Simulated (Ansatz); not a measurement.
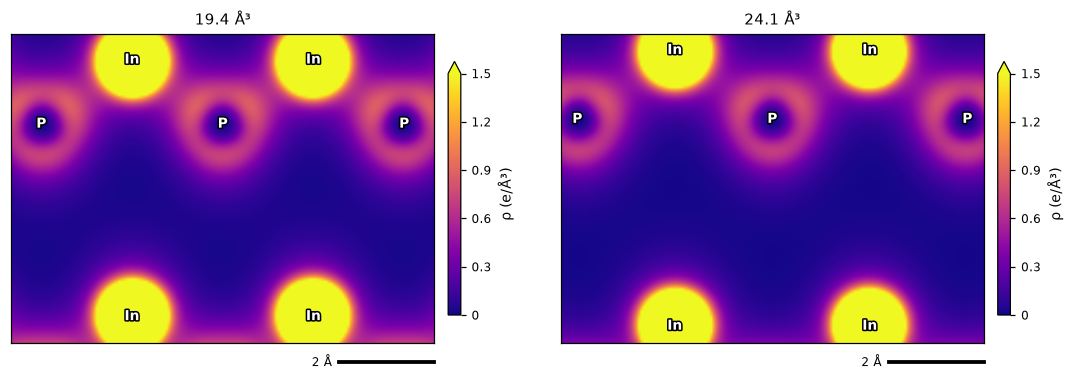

InP. The valence charge density (pseudo) of cells scaled evenly to different volumes (given per atom above each panel), on the (11̄0) plane of each (indices in the axes of the cell below), at one length scale and on one colour scale.

Theory: Ansatz 0.2.0, Kohn-Sham DFT of a periodic cell, LDA, Ansatz PAW.

The density is the valence pseudo-density of a PAW calculation; it isn't the true density close to the nuclei.

The largest cell:

```
In P
1.0
     0.00000    2.88789    2.88789
     2.88789    0.00000    2.88789
     2.88789    2.88789    0.00000
In P
1 1
Cartesian
  0.0000 0.0000 0.0000
  4.3318 4.3318 4.3318
```

| volume (Å³/atom) | In–P contact in the plane (Å) | ρ at its midpoint (e/Å³) | pressure (GPa) | gap on the mesh (eV) | 
| --- | --- | --- | --- | --- |
| 19.40 | 2.327 | 0.631 | 30.0 | 1.06 | 
| 20.56 | 2.373 | ? | ? | ? | 
| 24.08 | 2.501 | 0.479 | 2.0 | 0.72 | 

Question: What values belong in the row with question marks?

Answer: Over the known rows ln ρ falls by 1.58 per Å of In–P distance (the line through the two), which gives 0.587 e/Å³ at 2.373 Å; the calculation gives 0.586 e/Å³. For the pressure, a straight line in volume between the neighbouring rows gives 23.1 GPa; the calculation gives 20.0, lower because pressure rises ever faster on compression. For the gap on the mesh, a straight line in volume between the neighbouring rows gives 0.98 eV; the calculation gives 1.20.
